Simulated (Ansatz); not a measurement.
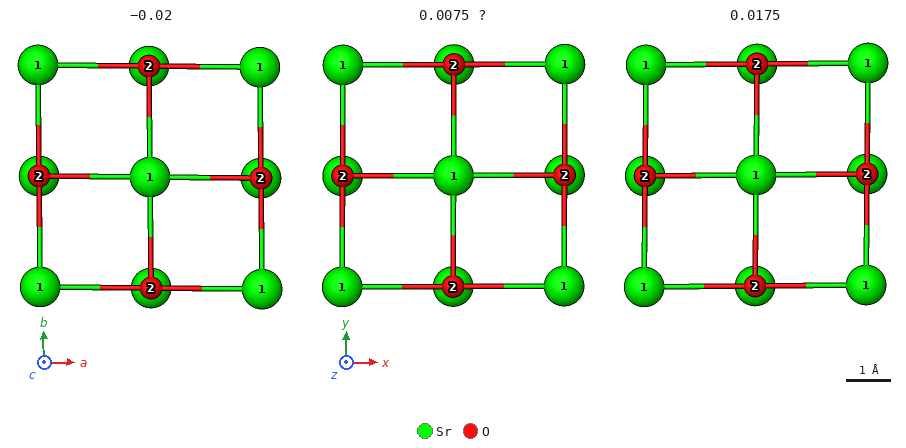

Energy scan for crystalline SrO (Fm-3m), in which the cell is strained in shear in the xy plane, with the atoms kept at their fractional coordinates. x, y and z are the Cartesian axes of the input. A ball-and-stick model of the conventional cell (4 times the calculation's cell), seen along the c axis. Lengths and directions refer to the drawn axes.

Level of theory: DFT r2SCAN, scalar-relativistic, plane waves, PAW in Ansatz. Settings: plane-wave cutoff 500 eV; k-point mesh 8 × 8 × 8; occupations gaussian; smearing width 0.05 eV; no spin polarisation. Energies (free energies at the smearing named) are counted from the relaxed crystal.

```json
{"engineering shear strain": "−0.0200", "energy change (meV/atom)": "1.19"}
{"engineering shear strain": "−0.0100", "energy change (meV/atom)": "0.30"}
{"engineering shear strain": "0.0000", "energy change (meV/atom)": "0.00"}
{"engineering shear strain": "0.0025", "energy change (meV/atom)": "0.02"}
{"engineering shear strain": "0.0050", "energy change (meV/atom)": "0.07"}
{"engineering shear strain": "0.0075", "energy change (meV/atom)": "?"}
{"engineering shear strain": "0.0125", "energy change (meV/atom)": "0.46"}
{"engineering shear strain": "0.0150", "energy change (meV/atom)": "0.67"}
{"engineering shear strain": "0.0175", "energy change (meV/atom)": "0.91"}
```

Q: One row is withheld. What is its energy?

A: A straight line between the two neighbours gives 0.20 meV/atom. A cubic through the four nearest rows (0.0025, 0.0050, 0.0125, 0.0150) gives, with Lagrange weights, (−0.3000)(0.02) + (1.0000)(0.07) + (0.5000)(0.46) + (−0.2000)(0.67) = 0.16 meV/atom. The calculation gives 0.17 meV/atom, so the cubic is 0.01 meV/atom too low and the straight line 0.03 meV/atom too high, as the curve bends upwards here.

The whole profile:

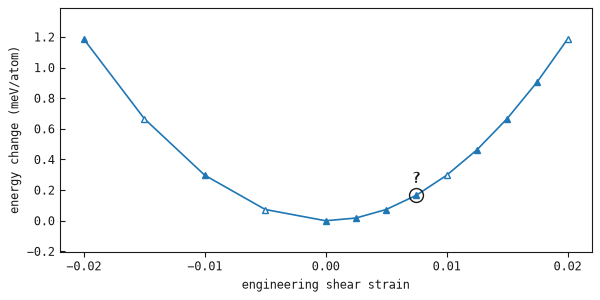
